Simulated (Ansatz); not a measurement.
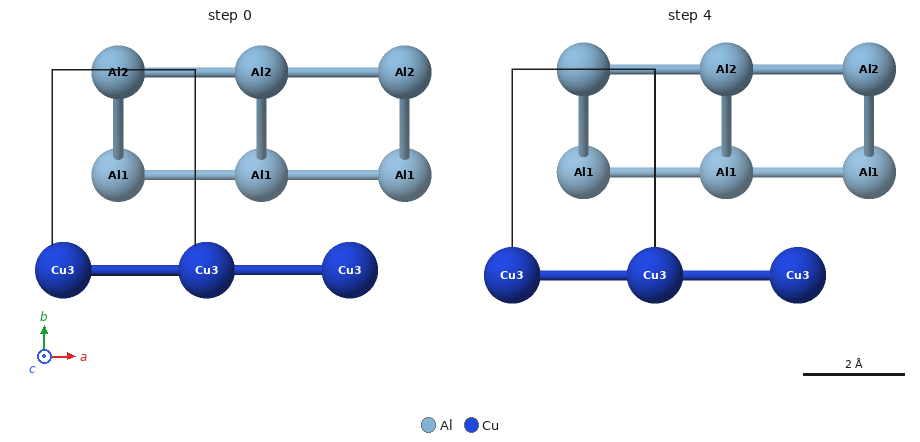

The structure of solid Al2Cu (set up in P1) before (left) and after (right) a relaxation, at one scale.

Style: ball-and-stick. Shown: the cell of the calculation, reduced to other axes, repeated 3 × 1 × 1 with one cell outlined, along the c axis. Lengths and directions refer to the drawn axes.

The calculation used DFT PBEsol, scalar-relativistic, plane waves, PAW in Ansatz.

Input
```yaml
crystal:
  lattice:
    - [4.0841721988, 0.0, 0.0]
    - [0.0, 4.0841721988, 0.0]
    - [0.0, 0.0, 2.8463947459]
  atoms:
    - { symbol: Al, position: [0.487595258, 0.0213908307, 0.4610352648] }
    - { symbol: Al, position: [-0.012404742, 0.5213908307, 0.4610352648] }
    - { symbol: Cu, position: [0.0248094841, -0.0427816615, 0.0779294704] }
basis:
  ecutwfc: 420
kpoints:
  mp_grid: { grid: [8, 8, 12] }
hamiltonian:
  xc: pbesol
scf:
  occupations: { method: gaussian, width: 0.15 }
output:
  forces: true
  stress: true
  eigenvalues: true
  write_density: true
  write_potential: true
  elf: true
  volumetric_format: npy
relax:
  adjacent_minimum: "off"
  f_tol: 0.01
  max_steps: 80
  cell: { stress_tol: 0.1 }
```

Launched with:
```bash
ansatz run input.yaml --threads 1 --pin off --max-ram 2560MiB --backend cpu --events-out ev --progress --plain --runs-dir out
```

> Describe what moved and what it gained.

Over 3 accepted moves (4 points after the start) the energy falls by 255 meV per atom. Largest force component: 2.8 eV/Å at the start, 0.00086 eV/Å at the end. The pressure goes from 7.75 to 0.01 GPa. The SCF was repeated once at an unchanged geometry on a basis and grid sized afresh for the cell, which shifted the energy by less than 0.05 meV per atom at most. Cu3 moves most relative to the cell: 0.30 Å along [−3 −1 2]. Largest moves by element: Cu 0.30 Å, Al 0.15 Å. The drawn cell changes as follows: a 2.846 → 2.838 Å (−0.3 %), b 4.084 → 4.092 Å (+0.2 %), c 4.084 → 4.094 Å (+0.2 %); the volume changes by +0.1 %. Among the contacts that change: Al2–Cu3 2.901 → 2.491 Å, Al2–Cu3 (another image) 2.093 → 2.490 Å, Al1–Cu3 2.822 → 2.490 Å, Al1–Cu3 (another image) 2.198 → 2.490 Å. The space group (tolerance 0.01 Å) goes from P1 (No. 1) to P4/mmm (No. 123).
